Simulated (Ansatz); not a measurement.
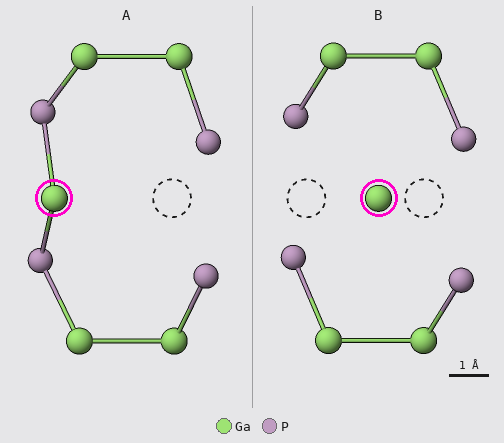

A vacancy jump of gallium in GaP (R-3m phase), in a neutral cell with 15 atoms, whose images lie 7.8 Å apart. One frame is the relaxed vacancy; in the other the neighbouring Ga atom (ringed) was set half-way along its jump of 2.49 Å and all atoms were relaxed in the symmetry of that start. Dashed circles mark empty sites. Style: ball-and-stick. Shown: the slice 3.8 Å thick through the jump, out to 4.4 Å from its middle, across the jump.

The calculation used DFT PBE, scalar-relativistic, plane waves, PAW (Ansatz 0.2.0). Set-up: plane-wave cutoff 420 eV; k-point mesh 6 × 6 × 4; occupations gaussian; smearing width 0.05 eV; no spin polarisation; atoms relaxed in a fixed cell; force threshold 0.02 eV/Å.

**Which frame is the half-way one, and how far apart are the two in energy?**

Frame B is the half-way start after relaxation. It lies 0.78 eV above the relaxed vacancy. The atom stays half-way, on the straight line. The symmetry of the start was kept and can hold it there, so for a path with one hump at the middle this is the barrier or an upper bound to it. There it has 6 P as nearest neighbours, the closest at 3.09 Å. Both cells are metallic on the mesh.

Limits of the set-up: the periodic images lie only 7.8 Å apart, so the values are limited by the cell's size.
